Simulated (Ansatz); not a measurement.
**Geometry relaxation of Ti$_{3}$Al$_{11}$ (part 1 of 2)**

- system: Ti$_{3}$Al$_{11}$ (slab, 14 atoms in the cell)
- method: DFT PBE+D3(BJ), scalar-relativistic, plane waves, PAW, no spin polarisation (Ansatz 0.2.0)

The structure derives from a Materials Project entry. The input holds or restrains some coordinates. Forces given for the steps count only the free coordinates. It belongs to a series of runs on one base structure; here: clean slab, lower half held.

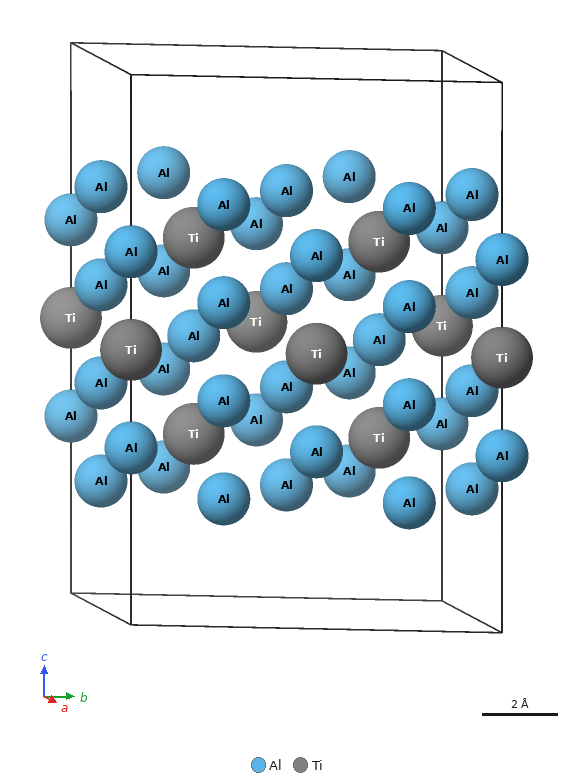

Figure 1. The structure as given in the input (spheres-only view of the 1 × 2 repeat of the cell, with the vacuum cut short, seen slightly off an axis). An atom can appear more than once, as a periodic image.

The input:
```yaml
crystal:
  lattice:
    - [5.0246414113, 0.0, 0.0]
    - [2.159053472, 4.5371256779, 0.0]
    - [0.0, 0.0, 25.0494399322]
  atoms:
    - { symbol: Al, position: [0.5, 0.0, 0.339328944] }
    - { symbol: Al, position: [0.0, 0.5, 0.339328944] }
    - { symbol: Ti, position: [0.5, 0.5, 0.3928859627] }
    - { symbol: Al, position: [0.0, 0.0, 0.3928859627] }
    - { symbol: Al, position: [0.0, 0.5, 0.4464429813] }
    - { symbol: Al, position: [0.5, 0.0, 0.4464429813] }
    - { symbol: Ti, position: [0.0, 0.0, 0.5] }
    - { symbol: Al, position: [0.5, 0.5, 0.5] }
    - { symbol: Al, position: [0.5, 0.0, 0.5535570187] }
    - { symbol: Al, position: [0.0, 0.5, 0.5535570187] }
    - { symbol: Ti, position: [0.5, 0.5, 0.6071140373] }
    - { symbol: Al, position: [0.0, 0.0, 0.6071140373] }
    - { symbol: Al, position: [0.0, 0.5, 0.660671056] }
    - { symbol: Al, position: [0.5, 0.0, 0.660671056] }
basis:
  ecutwfc: 420
kpoints:
  mp_grid: { grid: [7, 7, 1] }
hamiltonian:
  xc: pbe
  dispersion: d3bj
scf:
  occupations: { method: gaussian, width: 0.1 }
output:
  forces: true
  eigenvalues: true
  write_density: true
  write_potential: true
  elf: true
  volumetric_format: npy
relax:
  adjacent_minimum: "off"
  f_tol: 0.03
  max_steps: 70
  constraints: [{ sites: [0, 1, 2, 3, 4, 5] }]
efield:
  axis: 3
  dipole_correction: true
  ramp_width: 0.04
```

Hardware: 2 threads of Intel Xeon @ 2.70GHz, 189 GiB of memory available, shared host.

Launched with:
```bash
ansatz run input.yaml --threads 2 --pin off --max-ram 5120MiB --backend cpu --events-out ev --progress --plain --runs-dir out
```

Log:
```
Engine: ansatz 0.2.0, x86_64-unknown-linux-gnu
Pseudopotentials: kind: paw
Pseudopotential: Al, paw, valence charge 3, recommended cutoff 420 eV (normal), Al.paw.azcp
Pseudopotential: Ti, paw, valence charge 12, recommended cutoff 420 eV (normal), Ti.paw.azcp
Functional definition: PBE
  parameter kappa = 0.804
  parameter beta = 0.06672455060314922
  exchange = pbe_x(kappa = kappa, mu = beta*pi^2/3)
  correlation = pbe_c(beta = beta)
Crystal: 14 atoms, lattice volume = 571.063 Å³
Basis set: ecut = 420 eV, 11165 PW (Γ), exchange–correlation on 72×72×360 points (8 copies of the dense FFT grid, shifted against one another)
Bands: 49, of which v1, the nominal top of the filled ones, is band 35 counted from 1 (34 counted from 0)
Symmetry: 4 space group operations
k-points: 16 of 49
Non-local potential: Al, projectors of the file, l = 0: 2, l = 1: 2, l = 2: 1
Non-local potential: Ti, projectors of the file, l = 0: 3, l = 1: 2, l = 2: 3, l = 3: 1
PAW form: soft (Blöchl's): semilocal exchange-correlation on the pseudo side does not see the compensation charge
PAW one-centre angular grid: Al, 110 points (default); XC on 64 Gauss nodes
PAW one-centre angular grid: Ti, 590 points (default); XC on 64 Gauss nodes
Initial density: superposition of atomic densities (neutral atoms: chi_scale 0, normalization atom), corrected by the library's trained network
Initial wavefunctions: pseudopotential atomic-orbital guess
Functional: x = pbe(κ = 0.804, μ = 0.2195149727645171), c = pbe(β = 0.06672455060314922)
SCF iter   1: F=—  HF=-13416.982785 eV  |F-HF|=—  |Δ(HF+E_count)|=         —  Δρ=2.85e-3  dr2=5.78e-2  ethr=1.77e-3  p=0.000 e·Å  D=8.71e-14 V/Å  ΔV_dip=-0.00 eV  dr2_dipole=7.29e-7  V_vac-E_F(+/−)=4.28/4.28 eV  ⟨swp⟩=10.8  Hψ=4383  notcnv=0
efield: sawtooth ramp at fractional position 0.9800 (placed from the atoms, in the widest stretch of the axis that holds none; the zero of the levels goes with the place), width 0.0400; the density the first Hamiltonian is built on has a dipole p = 0.000 e·Å; the dipole correction subtracts the counter field D = 8.71e-14 V/Å, which shifts the + side's vacuum level by -0.00 eV against the − side's; the planar-averaged density in the ramp window peaks in size at 3.0e-6 e/Å³
preconditioner: auto → LDOS  [metal: Δε(μ)=0.026 eV  Ē_g=5.141 eV  σ=0.100 eV  W_gap=0.14  n_scr=76 (ndim 8)  ℏωp=10.4 eV  f_vac=0.517  D(μ)=9.55/eV (n_scr^D=62)  β→1.0]
SCF iter   2: F=—  HF=-13416.983216 eV  |F-HF|=—  |Δ(HF+E_count)|=   4.31e-4  Δρ=1.10e-3  dr2=1.37e-2  ethr=8.37e-5  p=-0.000 e·Å  D=-4.39e-5 V/Å  ΔV_dip=0.00 eV  dr2_dipole=8.10e-7  V_vac-E_F(+/−)=4.18/4.18 eV  ⟨swp⟩=2.2  Hψ=1340  notcnv=0  defer=14
SCF iter   3: F=—  HF=-13416.983041 eV  |F-HF|=—  |Δ(HF+E_count)|=   1.75e-4  Δρ=3.97e-4  dr2=2.04e-3  ethr=1.99e-5  p=-0.000 e·Å  D=-4.77e-6 V/Å  ΔV_dip=0.00 eV  dr2_dipole=2.00e-8  V_vac-E_F(+/−)=4.16/4.16 eV  ⟨swp⟩=2.6  Hψ=1030  notcnv=0  defer=14
SCF iter   4: F=—  HF=-13416.982925 eV  |F-HF|=—  |Δ(HF+E_count)|=   1.16e-4  Δρ=1.58e-4  dr2=2.60e-4  ethr=2.95e-6  p=0.000 e·Å  D=2.10e-6 V/Å  ΔV_dip=-0.00 eV  dr2_dipole=3.69e-9  V_vac-E_F(+/−)=4.16/4.16 eV  ⟨swp⟩=2.6  Hψ=1100  notcnv=0  defer=14
SCF iter   5: F=—  HF=-13416.982921 eV  |F-HF|=—  |Δ(HF+E_count)|=   4.18e-6  Δρ=6.28e-5  dr2=5.82e-5  ethr=3.77e-7  p=0.000 e·Å  D=9.80e-7 V/Å  ΔV_dip=-0.00 eV  dr2_dipole=1.27e-9  V_vac-E_F(+/−)=4.16/4.16 eV  ⟨swp⟩=2.3  Hψ=1154  notcnv=0  defer=14
SCF iter   6: F=-13416.982917 eV  HF=-13416.982921 eV  |F-HF|=4.36e-6  |Δ(HF+E_count)|=   9.03e-8  Δρ=2.29e-5  dr2=5.93e-6  ethr=3.26e-8  p=0.000 e·Å  D=8.73e-7 V/Å  ΔV_dip=-0.00 eV  dr2_dipole=3.73e-10  V_vac-E_F(+/−)=4.16/4.16 eV  ⟨swp⟩=25.7  Hψ=8849  notcnv=0
SCF 1 converged in 6 iterations: F = -13416.982917 eV  dr2 = 5.93e-6
  greatest PAW one-centre occupation: 0.999 electrons in one spin orbital (limit 2), on the Ti atom at site 2 (counted from 0), in its partial waves of l = 0
relax step   1: F+E_penalty+E_count = -13416.98291664 eV  Δ(F+E_penalty+E_count) = +0.000e0 eV  max|allowed force component| = 8.188e-1 eV/Å  Δτ_max = 0.0000 Å  (6 SCF iters, dr2 threshold 2.25e-5 eV, accepted)
Initial density: handed on by an earlier stage of this run
Initial wavefunctions: those handed on with the density
iter 1 solved again at ethr=1.80e-3 eV; its pass at ethr=3.10e-3 eV (dr2=1.24e0 eV) is discarded
SCF iter   1: F=—  HF=-13417.140918 eV  |F-HF|=—  |Δ(HF+E_count)|=         —  Δρ=5.67e-3  dr2=1.37e0  ethr=1.80e-3  p=0.000 e·Å  D=1.58e-6 V/Å  ΔV_dip=-0.00 eV  dr2_dipole=2.28e-1  V_vac-E_F(+/−)=4.13/4.13 eV  ⟨swp⟩=1.1  Hψ=2688  notcnv=0  defer=93
efield: sawtooth ramp at fractional position 0.9800 (handed on by an earlier solve), width 0.0400; the density the first Hamiltonian is built on has a dipole p = 0.000 e·Å; the dipole correction subtracts the counter field D = 1.58e-6 V/Å, which shifts the + side's vacuum level by -0.00 eV against the − side's; the planar-averaged density in the ramp window peaks in size at 2.2e-6 e/Å³
preconditioner: auto → LDOS  [metal: Δε(μ)=0.023 eV  Ē_g=5.134 eV  σ=0.100 eV  W_gap=0.13  n_scr=76 (ndim 8)  ℏωp=10.4 eV  f_vac=0.516  D(μ)=8.25/eV (n_scr^D=50)  β→1.0]
SCF iter   2: F=—  HF=-13417.079265 eV  |F-HF|=—  |Δ(HF+E_count)|=   6.17e-2  Δρ=1.66e-3  dr2=2.77e-2  ethr=1.80e-3  p=-0.004 e·Å  D=-1.33e-3 V/Å  ΔV_dip=0.03 eV  dr2_dipole=1.66e-3  V_vac-E_F(+/−)=4.17/4.14 eV  ⟨swp⟩=2.1  Hψ=787  notcnv=0  defer=93
SCF iter   3: F=—  HF=-13417.074739 eV  |F-HF|=—  |Δ(HF+E_count)|=   4.53e-3  Δρ=7.20e-4  dr2=8.96e-3  ethr=4.02e-5  p=-0.005 e·Å  D=-1.72e-3 V/Å  ΔV_dip=0.04 eV  dr2_dipole=1.94e-4  V_vac-E_F(+/−)=4.20/4.15 eV  ⟨swp⟩=2.2  Hψ=1297  notcnv=0  defer=97
SCF iter   4: F=—  HF=-13417.074055 eV  |F-HF|=—  |Δ(HF+E_count)|=   6.83e-4  Δρ=3.03e-4  dr2=1.78e-3  ethr=1.30e-5  p=-0.004 e·Å  D=-1.41e-3 V/Å  ΔV_dip=0.04 eV  dr2_dipole=2.92e-5  V_vac-E_F(+/−)=4.19/4.15 eV  ⟨swp⟩=2.1  Hψ=850  notcnv=0  defer=97
SCF iter   5: F=-13417.074064 eV  HF=-13417.074077 eV  |F-HF|=1.33e-5  |Δ(HF+E_count)|=   2.18e-5  Δρ=7.07e-5  dr2=3.36e-5  ethr=6.07e-8  p=-0.004 e·Å  D=-1.23e-3 V/Å  ΔV_dip=0.03 eV  dr2_dipole=1.11e-6  V_vac-E_F(+/−)=4.18/4.15 eV  ⟨swp⟩=27.4  Hψ=9781  notcnv=0
SCF 2 converged in 5 iterations: F = -13417.074064 eV  dr2 = 3.36e-5
  Residual-converged pass: ⟨swp⟩=1.2  Hψ=867  notcnv=0  max |occ|·‖R‖ = 7.0e-9 eV (tolerance 1.0e-8 eV)  dr2=3.36e-5  dr2_onsite=2.51e-6  max |Δocc| = 3.4e-11
  greatest PAW one-centre occupation: 0.999 electrons in one spin orbital (limit 2), on the Ti atom at site 6 (counted from 0), in its partial waves of l = 0
relax step   2: F+E_penalty+E_count = -13417.07406365 eV  Δ(F+E_penalty+E_count) = -9.115e-2 eV  max|allowed force component| = 2.014e-1 eV/Å  Δτ_max = 0.1974 Å  (5 SCF iters, dr2 threshold 4.19e-5 eV, accepted)
SCF iter   1: F=—  HF=-13417.082036 eV  |F-HF|=—  |Δ(HF+E_count)|=         —  Δρ=9.01e-4  dr2=3.76e-2  ethr=8.66e-4  p=-0.004 e·Å  D=-1.23e-3 V/Å  ΔV_dip=0.03 eV  dr2_dipole=1.17e-2  V_vac-E_F(+/−)=4.18/4.15 eV  ⟨swp⟩=2.1  Hψ=1229  notcnv=0  defer=94
efield: sawtooth ramp at fractional position 0.9800 (handed on by an earlier solve), width 0.0400; the density the first Hamiltonian is built on has a dipole p = -0.004 e·Å; the dipole correction subtracts the counter field D = -1.23e-3 V/Å, which shifts the + side's vacuum level by +0.03 eV against the − side's; the planar-averaged density in the ramp window peaks in size at 2.4e-6 e/Å³
preconditioner: auto → LDOS  [metal: Δε(μ)=0.017 eV  Ē_g=5.124 eV  σ=0.100 eV  W_gap=0.10  n_scr=76 (ndim 8)  ℏωp=10.4 eV  f_vac=0.516  D(μ)=9.12/eV (n_scr^D=54)  β→1.0]
SCF iter   2: F=—  HF=-13417.080250 eV  |F-HF|=—  |Δ(HF+E_count)|=   1.79e-3  Δρ=3.39e-4  dr2=1.22e-3  ethr=5.45e-5  p=-0.001 e·Å  D=-2.15e-4 V/Å  ΔV_dip=0.01 eV  dr2_dipole=3.40e-6  V_vac-E_F(+/−)=4.16/4.15 eV  ⟨swp⟩=1.5  Hψ=939  notcnv=0  defer=94
SCF iter   3: F=—  HF=-13417.080038 eV  |F-HF|=—  |Δ(HF+E_count)|=   2.12e-4  Δρ=1.52e-4  dr2=2.68e-4  ethr=1.77e-6  p=-0.000 e·Å  D=-1.55e-5 V/Å  ΔV_dip=0.00 eV  dr2_dipole=4.33e-6  V_vac-E_F(+/−)=4.16/4.16 eV  ⟨swp⟩=3.3  Hψ=1595  notcnv=0  defer=94
SCF iter   4: F=—  HF=-13417.080001 eV  |F-HF|=—  |Δ(HF+E_count)|=   3.69e-5  Δρ=3.89e-5  dr2=1.67e-5  ethr=3.88e-7  p=-0.000 e·Å  D=-2.71e-5 V/Å  ΔV_dip=0.00 eV  dr2_dipole=2.18e-7  V_vac-E_F(+/−)=4.15/4.15 eV  ⟨swp⟩=2.1  Hψ=1167  notcnv=0  defer=94
SCF iter   5: F=—  HF=-13417.080003 eV  |F-HF|=—  |Δ(HF+E_count)|=   2.26e-6  Δρ=2.08e-5  dr2=4.76e-6  ethr=3.67e-9  p=-0.000 e·Å  D=-2.94e-5 V/Å  ΔV_dip=0.00 eV  dr2_dipole=7.28e-8  V_vac-E_F(+/−)=4.15/4.15 eV  ⟨swp⟩=25.8  Hψ=8251  notcnv=0
SCF iter   6: F=-13417.080004 eV  HF=-13417.080004 eV  |F-HF|=7.98e-8  |Δ(HF+E_count)|=   5.77e-7  Δρ=4.92e-6  dr2=2.93e-7  ethr=3.67e-9  p=-0.000 e·Å  D=-2.21e-5 V/Å  ΔV_dip=0.00 eV  dr2_dipole=6.27e-9  V_vac-E_F(+/−)=4.15/4.15 eV  ⟨swp⟩=13.9  Hψ=6220  notcnv=0
SCF 3 converged in 6 iterations: F = -13417.080004 eV  dr2 = 2.93e-7
relax step   3: F+E_penalty+E_count = -13417.08000390 eV  Δ(F+E_penalty+E_count) = -5.940e-3 eV  max|allowed force component| = 3.760e-2 eV/Å  Δτ_max = 0.0313 Å  (6 SCF iters, dr2 threshold 2.54e-6 eV, accepted)
SCF iter   1: F=—  HF=-13417.080348 eV  |F-HF|=—  |Δ(HF+E_count)|=         —  Δρ=1.72e-4  dr2=1.28e-3  ethr=2.17e-5  p=-0.000 e·Å  D=-2.21e-5 V/Å  ΔV_dip=0.00 eV  dr2_dipole=1.78e-4  V_vac-E_F(+/−)=4.16/4.16 eV  ⟨swp⟩=2.3  Hψ=1309  notcnv=0  defer=9
efield: sawtooth ramp at fractional position 0.9800 (handed on by an earlier solve), width 0.0400; the density the first Hamiltonian is built on has a dipole p = -0.000 e·Å; the dipole correction subtracts the counter field D = -2.21e-5 V/Å, which shifts the + side's vacuum level by +0.00 eV against the − side's; the planar-averaged density in the ramp window peaks in size at 2.2e-6 e/Å³
preconditioner: auto → LDOS  [metal: Δε(μ)=0.022 eV  Ē_g=5.122 eV  σ=0.100 eV  W_gap=0.12  n_scr=76 (ndim 8)  ℏωp=10.4 eV  f_vac=0.517  D(μ)=9.10/eV (n_scr^D=54)  β→1.0]
SCF iter   2: F=—  HF=-13417.080279 eV  |F-HF|=—  |Δ(HF+E_count)|=   6.88e-5  Δρ=5.62e-5  dr2=4.23e-5  ethr=1.86e-6  p=-0.000 e·Å  D=-1.03e-4 V/Å  ΔV_dip=0.00 eV  dr2_dipole=2.40e-7  V_vac-E_F(+/−)=4.16/4.15 eV  ⟨swp⟩=1.0  Hψ=912  notcnv=0  defer=10
SCF iter   3: F=—  HF=-13417.080184 eV  |F-HF|=—  |Δ(HF+E_count)|=   9.52e-5  Δρ=2.21e-5  dr2=9.32e-6  ethr=6.13e-8  p=-0.001 e·Å  D=-1.96e-4 V/Å  ΔV_dip=0.00 eV  dr2_dipole=1.09e-7  V_vac-E_F(+/−)=4.16/4.15 eV  ⟨swp⟩=2.6  Hψ=1350  notcnv=0  defer=10
SCF iter   4: F=—  HF=-13417.080185 eV  |F-HF|=—  |Δ(HF+E_count)|=   3.51e-7  Δρ=7.85e-6  dr2=1.28e-6  ethr=1.35e-8  p=-0.001 e·Å  D=-1.95e-4 V/Å  ΔV_dip=0.00 eV  dr2_dipole=2.53e-8  V_vac-E_F(+/−)=4.16/4.15 eV  ⟨swp⟩=1.8  Hψ=1001  notcnv=0  defer=10
SCF iter   5: F=-13417.080185 eV  HF=-13417.080185 eV  |F-HF|=5.66e-9  |Δ(HF+E_count)|=   1.58e-7  Δρ=2.34e-6  dr2=6.84e-8  ethr=1.45e-10  p=-0.001 e·Å  D=-1.98e-4 V/Å  ΔV_dip=0.00 eV  dr2_dipole=3.13e-9  V_vac-E_F(+/−)=4.16/4.15 eV  ⟨swp⟩=18.2  Hψ=6773  notcnv=0
SCF 4 converged in 5 iterations: F = -13417.080185 eV  dr2 = 6.84e-8
relax step   4: F+E_penalty+E_count = -13417.08018481 eV  Δ(F+E_penalty+E_count) = -1.809e-4 eV  max|allowed force component| = 2.271e-3 eV/Å  Δτ_max = 0.0052 Å  (5 SCF iters, accepted)
```

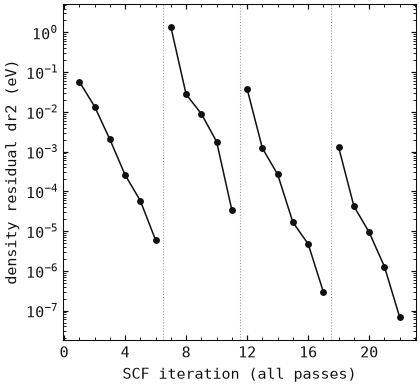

Figure 2. Convergence of the self-consistent field: density residual dr2 against the SCF iteration. The dotted lines part the SCF passes of the relaxation: geometry steps, rejected trials and re-solves on a re-selected basis. The passes take 6, 5, 6 and 5 iterations.

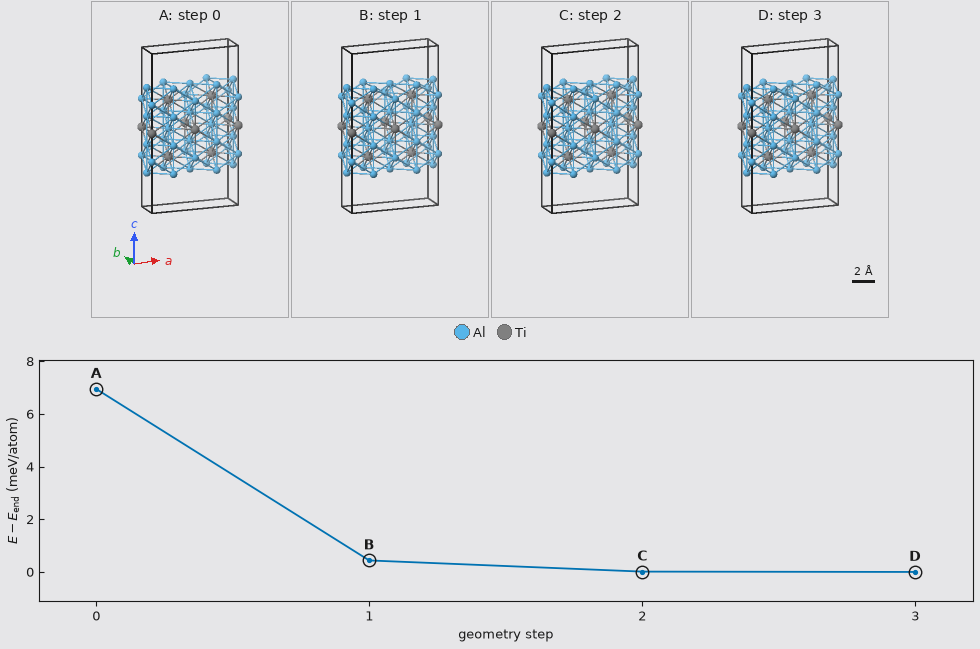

Figure 3. Frames of the restrained relaxation (ball-and-stick view of the 2 × 1 repeat of the cell, with the vacuum cut short, seen slightly off an axis) above the curves, on which the letters mark them (the first geometry is step 0 here and step 1 in the log).

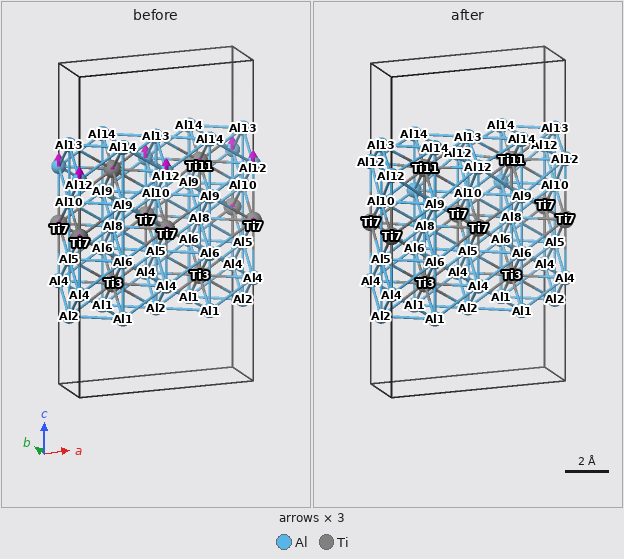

Figure 4. Before (left) and after (right) the restrained relaxation, at one scale (ball-and-stick view of the 2 × 1 repeat of the cell, with the vacuum cut short, seen slightly off an axis). The pink arrows give the displacements, magnified 3 times. Over 3 geometry steps the energy falls by 6.9 meV per atom. The largest force component goes from 0.82 to 0.0023 eV/Å. Al12 moves most: 0.22 Å. Largest moves by element: Al 0.22 Å, Ti 0.06 Å. The cell stays as it was. Among the contacts that change: Ti7–Al12 2.683 → 2.849 Å, Al12–Al13 2.848 → 2.744 Å, Al10–Al12 2.848 → 2.946 Å, Al4–Ti7 2.683 → 2.739 Å. (Atoms are counted from 1 in the order of the input.)
